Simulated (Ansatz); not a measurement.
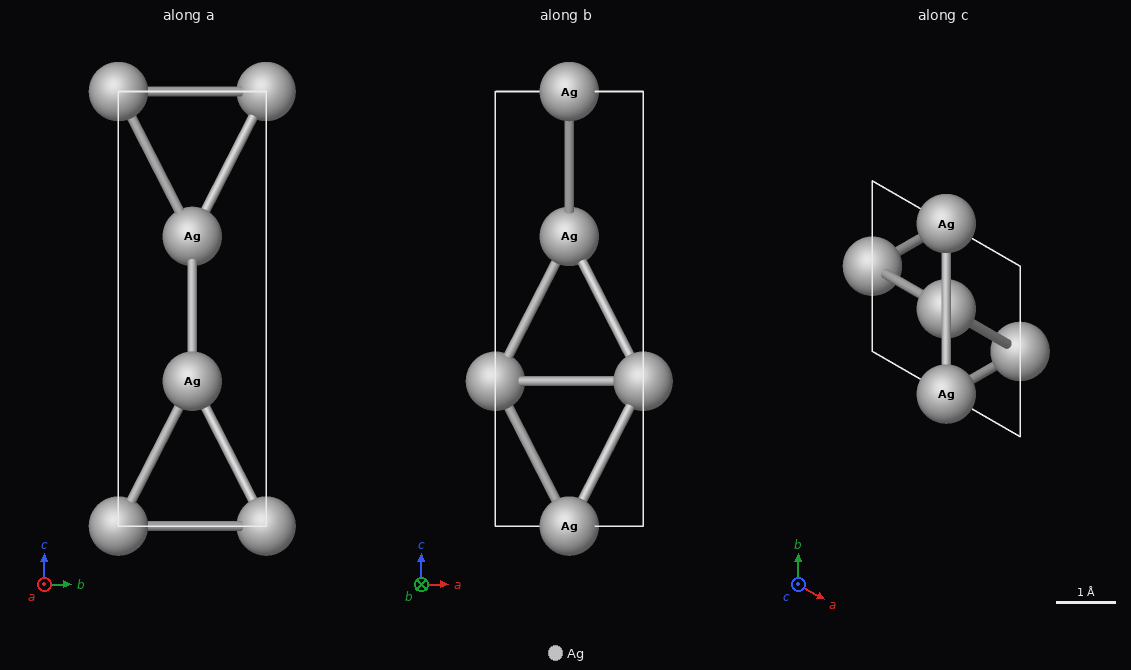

The image is a ball-and-stick drawing of a crystal, viewed along the a axis, along the b axis and along the c axis. The conventional unit cell is drawn as a box.

Lattice parameters: a = 2.911 Å, b = 2.911 Å, c = 7.418 Å, α = 90.00°, β = 90.00°, γ = 120.00°.

**Transcribe the picture into a table of Wyckoff sites.**

Space group P6_422 (No. 181).
```json
{"atom": "Ag", "site": "3c", "x": "0.5000", "y": "0.0000", "z": "0.0000"}
```

The initial geometry was a random cell made by a generator, so it need not be a real form of the element. Earlier steps of the study may have refined or changed the cell and positions. A calculation with Ansatz used it as input.
